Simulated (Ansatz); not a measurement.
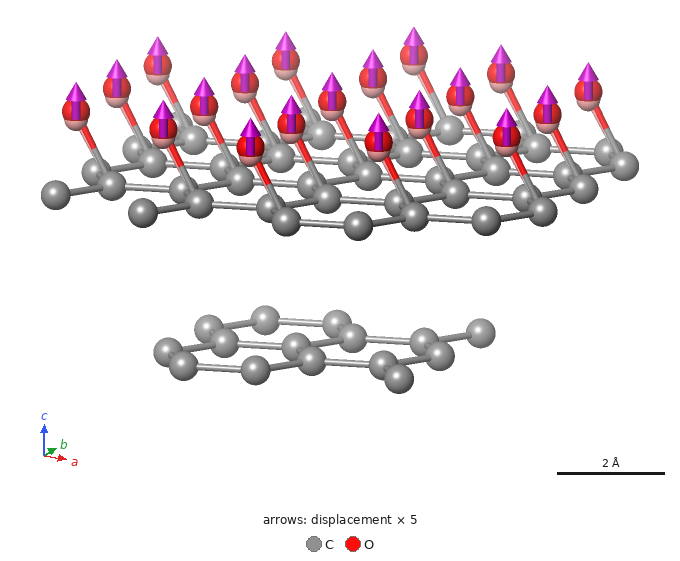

This is a constrained relaxation of a slab of composition C₈O (cut from the P6_3/mmc phase). The starting structure is drawn faded, the final one solid; purple arrows show the displacements, magnified 5 times.

Style: ball-and-stick. Shown: the atoms within 5.8 Å of the atom that moves most (axes of the 2 × 3 repeat of the cell, outlined in the plane, without the vacuum), slightly off an axis.

Case: O over the place (0/4, 2/4) of the surface cell, its height relaxed. The slab is the (0 0 1) face of C with O on it. 8 atoms are held fixed.

The calculation used DFT PBE+D3(BJ), scalar-relativistic, plane waves, PAW in Ansatz 0.2.0. (plane-wave cutoff 420 eV; k-point mesh 12 × 12 × 1; occupations gaussian; smearing width 0.1 eV; no spin polarisation; dipole correction; atoms relaxed in a fixed cell; force threshold 0.02 eV/Å; at most 25 steps)

Atoms of which element are displaced furthest, and by how much?

Oxygen: up to 0.14 Å, against 0.00 Å for carbon.

Describe the change and its energy.

The atom that moves furthest is the O atom (0.14 Å along the normal (+c)). C stays in place. The lattice vectors keep their values. Some distances before and after: C–O 1.430 → 1.556 Å. Among the angles between lasting bonds that change: C–C–O 119.8° → 117.2°. Over 3 accepted moves (4 points after the start) the energy falls by 0.308 eV per cell of the calculation. The largest force component goes from 4.8 to 0.00095 eV/Å. 1 step only repeated the SCF at the same geometry. The run took 80 s on 2 threads of Arm Neoverse V1, with other jobs on the host, peak memory 0.46 GiB.

Limits of the set-up: the periodic images lie only 2.5 Å apart, so the values are limited by the cell's size.
